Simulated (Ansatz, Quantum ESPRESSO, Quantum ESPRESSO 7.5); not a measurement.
**Evanescent states of BP, zinc blende type, lattice constant set to 4.615 Å**

Aim: how fast states decay in the gap of BP, zinc blende type, lattice constant set to 4.615 Å.

Main program and level: Quantum ESPRESSO 7.5; plane-wave DFT, LDA, GBRV ultrasoft pseudopotentials (cross-check by Ansatz 0.2.0 with PAW datasets).

### Step 1. The starting structure

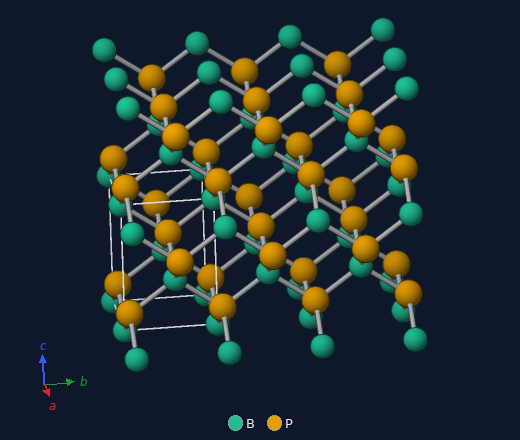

The cell as given, from the side, with the c axis up (boron teal, phosphorus orange). 2×3×2 cells are drawn. Some periodic images of atoms are drawn too.

### Step 2. SCF with pw.x

pwcond needs a cell whose third axis lies along the current and stands perpendicular to the other two.

Contents of scf.in:

```
&control
  prefix = 'scf'
  outdir = './out'
  pseudo_dir = './pseudo'
  calculation = 'scf'
  tprnfor = .true.
/
&system
  ibrav = 0
  nat = 4
  ntyp = 2
  ecutwfc = 40
  ecutrho = 200
  occupations = 'fixed'
  nbnd = 12
/
&electrons
  conv_thr = 1e-09
  mixing_beta = 0.6
  electron_maxstep = 120
/
ATOMIC_SPECIES
  B   10.8100  b_lda_v1.4.uspp.F.UPF
  P   30.9738  p_lda_v1.5.uspp.F.UPF
CELL_PARAMETERS angstrom
  3.26329779517592 0.00000000000000 0.00000000000000
  0.00000000000000 3.26329779517592 0.00000000000000
  0.00000000000000 0.00000000000000 4.61500000000000
ATOMIC_POSITIONS crystal
  B   0.000000000000 0.000000000000 0.000000000000
  P   0.500000000000 0.000000000000 0.250000000000
  B   0.500000000000 0.500000000000 0.500000000000
  P   0.000000000000 0.500000000000 0.750000000000
K_POINTS automatic
  8 8 6 0 0 0
```

Launch:

```
OMP_NUM_THREADS=1 mpirun -n 2 pw.x -nk 2 -in scf.in > scf.out
```

The program printed:

```text
Program PWSCF v.7.5 starts
[citation notice left out]

     Parallel version (MPI & OpenMP), running on       2 processor cores
     Number of MPI processes:                 2
     Threads/MPI process:                     1

     MPI processes distributed on     1 nodes
[...]
Current dimensions of program PWSCF are:
     Max number of different atomic species (ntypx) = 10
     Max number of k-points (npk) =  40000
     Max angular momentum in pseudopotentials (lmaxx) =  4
     Found identity + ( -0.5000 -0.5000 -0.5000) symmetry
     This is a supercell, fractional translations are disabled
     Message from routine setup:
     using ibrav=0 with symmetry is DISCOURAGED, use correct ibrav instead

     K-points division:     npool     =       2
     Subspace diagonalization in iterative solution of the eigenvalue problem:
     a serial algorithm will be used

     G-vector sticks info
     --------------------
     sticks:   dense  smooth     PW     G-vecs:    dense   smooth      PW
     Sum         593     489    145                15735    11427    1963

     Using Slab Decomposition

     bravais-lattice index     =            0
     lattice parameter (alat)  =       6.1667  a.u.
     unit-cell volume          =     331.6513 (a.u.)^3
     number of atoms/cell      =            4
     number of atomic types    =            2
     number of electrons       =        16.00
     number of Kohn-Sham states=           12
     kinetic-energy cutoff     =      40.0000  Ry
     charge density cutoff     =     200.0000  Ry
     scf convergence threshold =      1.0E-09
     mixing beta               =       0.6000
     number of iterations used =            8  plain     mixing
     Exchange-correlation=  SLA  PZ   NOGX NOGC
                           (   1   1   0   0   0   0   0)

     celldm(1)=   6.166739  celldm(2)=   0.000000  celldm(3)=   0.000000
     celldm(4)=   0.000000  celldm(5)=   0.000000  celldm(6)=   0.000000

     crystal axes: (cart. coord. in units of alat)
               a(1) = (   1.000000   0.000000   0.000000 )
               a(2) = (   0.000000   1.000000   0.000000 )
               a(3) = (   0.000000   0.000000   1.414214 )

     reciprocal axes: (cart. coord. in units 2 pi/alat)
               b(1) = (  1.000000  0.000000  0.000000 )
               b(2) = (  0.000000  1.000000  0.000000 )
               b(3) = (  0.000000  0.000000  0.707107 )

     PseudoPot. # 1 for B  read from file:
     ./pseudo/b_lda_v1.4.uspp.F.UPF
     Pseudo is Ultrasoft + core correction, Zval =  3.0
     Generated by new atomic code, or converted to UPF format
     Using radial grid of  781 points,  4 beta functions with:
                l(1) =   0
                l(2) =   0
                l(3) =   1
                l(4) =   1
     Q(r) pseudized with  8 coefficients,  rinner =    1.100   1.100   1.100

     PseudoPot. # 2 for P  read from file:
     ./pseudo/p_lda_v1.5.uspp.F.UPF
     Pseudo is Ultrasoft + core correction, Zval =  5.0
     Generated by new atomic code, or converted to UPF format
     Using radial grid of  903 points,  6 beta functions with:
                l(1) =   0
                l(2) =   0
                l(3) =   1
                l(4) =   1
                l(5) =   2
                l(6) =   2
     Q(r) pseudized with  8 coefficients,  rinner =    1.300   1.300   1.300
                                                       1.300   1.300

     atomic species   valence    mass     pseudopotential
     B                 3.00    10.81000     B ( 1.00)
     P                 5.00    30.97380     P ( 1.00)

      8 Sym. Ops. (no inversion) found

   Cartesian axes

     site n.     atom                  positions (alat units)
         1        B      tau(   1) = (   0.0000000   0.0000000   0.0000000  )
         2        P      tau(   2) = (   0.5000000   0.0000000   0.3535534  )
         3        B      tau(   3) = (   0.5000000   0.5000000   0.7071068  )
         4        P      tau(   4) = (   0.0000000   0.5000000   1.0606602  )

     number of k points=    60
                       cart. coord. in units 2pi/alat
        k(    1) = (   0.0000000   0.0000000   0.0000000), wk =   0.0052083
        k(    2) = (   0.0000000   0.0000000   0.1178511), wk =   0.0104167
        k(    3) = (   0.0000000   0.0000000   0.2357023), wk =   0.0104167
        k(    4) = (   0.0000000   0.0000000  -0.3535534), wk =   0.0052083
        k(    5) = (   0.0000000   0.1250000   0.0000000), wk =   0.0208333
        k(    6) = (   0.0000000   0.1250000   0.1178511), wk =   0.0416667
        k(    7) = (   0.0000000   0.1250000   0.2357023), wk =   0.0416667
        k(    8) = (   0.0000000   0.1250000  -0.3535534), wk =   0.0208333
        k(    9) = (   0.0000000   0.2500000   0.0000000), wk =   0.0208333
        k(   10) = (   0.0000000   0.2500000   0.1178511), wk =   0.0416667
[...]
k(   60) = (  -0.5000000  -0.5000000  -0.3535534), wk =   0.0052083

     Dense  grid:    15735 G-vectors     FFT dimensions: (  27,  27,  40)

     Smooth grid:    11427 G-vectors     FFT dimensions: (  25,  25,  36)

     Estimated max dynamical RAM per process >      43.37 MB

     Estimated total dynamical RAM >      82.89 MB

     Initial potential from superposition of free atoms

     starting charge      15.9992, renormalised to      16.0000
     Starting wfcs are   16 randomized atomic wfcs

     total cpu time spent up to now is        1.1 secs

     per-process dynamical memory:    24.8 Mb

     Self-consistent Calculation

     iteration #  1     ecut=    40.00 Ry     beta= 0.60
     Davidson diagonalization with overlap
     ethr =  1.00E-02,  avg # of iterations =  3.4

     total cpu time spent up to now is        1.7 secs

     total energy              =     -43.95138144 Ry
     estimated scf accuracy    <       0.28711063 Ry

     iteration #  2     ecut=    40.00 Ry     beta= 0.60
[...]
total energy              =     -44.00563787 Ry
     estimated scf accuracy    <       0.02937881 Ry

     iteration #  3     ecut=    40.00 Ry     beta= 0.60
[...]
total energy              =     -44.00916836 Ry
     estimated scf accuracy    <       0.00166525 Ry

     iteration #  4     ecut=    40.00 Ry     beta= 0.60
[...]
total energy              =     -44.00947187 Ry
     estimated scf accuracy    <       0.00027142 Ry

     iteration #  5     ecut=    40.00 Ry     beta= 0.60
[...]
total energy              =     -44.00957632 Ry
     estimated scf accuracy    <       0.00003376 Ry

     iteration #  6     ecut=    40.00 Ry     beta= 0.60
[...]
total energy              =     -44.00960718 Ry
     estimated scf accuracy    <       0.00000154 Ry

     iteration #  7     ecut=    40.00 Ry     beta= 0.60
[...]
total energy              =     -44.00960789 Ry
     estimated scf accuracy    <       0.00000068 Ry

     iteration #  8     ecut=    40.00 Ry     beta= 0.60
[...]
total energy              =     -44.00960808 Ry
     estimated scf accuracy    <       0.00000062 Ry

     iteration #  9     ecut=    40.00 Ry     beta= 0.60
[...]
total energy              =     -44.00960817 Ry
     estimated scf accuracy    <          8.6E-09 Ry

     iteration # 10     ecut=    40.00 Ry     beta= 0.60
[...]
End of self-consistent calculation

          k = 0.0000 0.0000 0.0000 (  1449 PWs)   bands (ev):

    -6.6173  -2.0519   0.1113   4.4155   4.4155   8.3437   8.3438   8.3438
     9.7329   9.9257  11.6454  11.6454

          k = 0.0000 0.0000 0.1179 (  1417 PWs)   bands (ev):

    -6.4573  -2.9049   1.1420   4.5667   4.5667   7.7478   7.7478   7.7757
     9.5866  10.4853  11.3367  12.4139

          k = 0.0000 0.0000 0.2357 (  1410 PWs)   bands (ev):

    -5.9809  -4.1452   2.8895   5.0148   5.0148   6.4170   6.6988   6.6988
     9.7119  10.7158  11.5916  13.9677

          k = 0.0000 0.0000-0.3536 (  1426 PWs)   bands (ev):

    -5.2004  -5.2004   4.7122   4.7123   5.7411   5.7411   5.7411   5.7411
    10.1186  10.1186  13.1669  13.1669

          k = 0.0000 0.1250 0.0000 (  1427 PWs)   bands (ev):

    -6.4375  -1.9994   0.2231   3.5202   4.5648   7.2509   7.6247   8.2481
     9.9798  11.2539  11.8264  12.0069

          k = 0.0000 0.1250 0.1179 (  1422 PWs)   bands (ev):

    -6.2788  -2.7953   1.1139   3.7637   4.7125   6.2400   7.7318   7.9344
    10.0732  11.5544  12.0422  12.2696

[...]
highest occupied, lowest unoccupied level (ev):     8.3438    9.5866

!    total energy              =     -44.00960818 Ry
     estimated scf accuracy    <          6.9E-10 Ry

     The total energy is the sum of the following terms:
     one-electron contribution =      12.47015411 Ry
     hartree contribution      =       2.61205680 Ry
     xc contribution           =     -17.82553910 Ry
     ewald contribution        =     -41.26627999 Ry

     convergence has been achieved in  10 iterations

     Forces acting on atoms (cartesian axes, Ry/au):

     atom    1 type  1   force =     0.00000000    0.00000000    0.00000000
     atom    2 type  2   force =     0.00000000    0.00000000    0.00000254
     atom    3 type  1   force =     0.00000000    0.00000000    0.00000000
     atom    4 type  2   force =     0.00000000    0.00000000   -0.00000254

     Total force =     0.000004     Total SCF correction =     0.000008
     SCF correction compared to forces is large: reduce conv_thr to get better values

[...]
=------------------------------------------------------------------------------=
   JOB DONE.
=------------------------------------------------------------------------------=
```

Run time: 7.6 s. Hardware: 2 MPI ranks of AMD EPYC 7B13 (Zen 3), shared host; peak memory 0.18 GiB; 15 s of CPU time.

This step gave:

```
free energy                          : -598.7812 eV
valence top, on the run's zero       : 8.344 eV
conduction bottom, on the run's zero : 9.587 eV
gap by band count                    : 1.243 eV
```

The program's own clock; routines nest. Time by routine:

| routine | wall time (s) | calls |
| --- | --- | --- |
| PWSCF | 6.75 | 1 |
| electrons | 5.53 | 1 |
| c_bands | 4.45 | 10 |
| cegterg | 3.65 | 300 |
| h_psi | 2.83 | 1456 |
| vloc_psi | 2.28 | 1456 |
| fftw | 2.22 | 25616 |
| init_run | 0.99 | 1 |
| sum_band | 0.83 | 10 |
| hinit0 | 0.39 | 1 |
| calbec | 0.37 | 1876 |
| h_psi:calbec | 0.28 | 1456 |
| wfcinit | 0.27 | 1 |
| potinit | 0.26 | 1 |

The run needed 10 iterations to bring the estimated error under 1e-09 Ry.

[end of part 1 of 3]

[Logs are printed without paths, hosts, clocks, repeated set-up lines and the standing remarks that a program may print on its own settings, such as how far it seeks lower states.]

[Hosts, paths, dates, database ids (printed as entryN), source tags and the programs' standing remarks are cut or masked in the printed files.]

[Maps of the electrostatic potential energy from Ansatz leave out the sawtooth potential of an applied field or a dipole correction, so their vacuum need not be flat; planar profiles and work functions include it.]
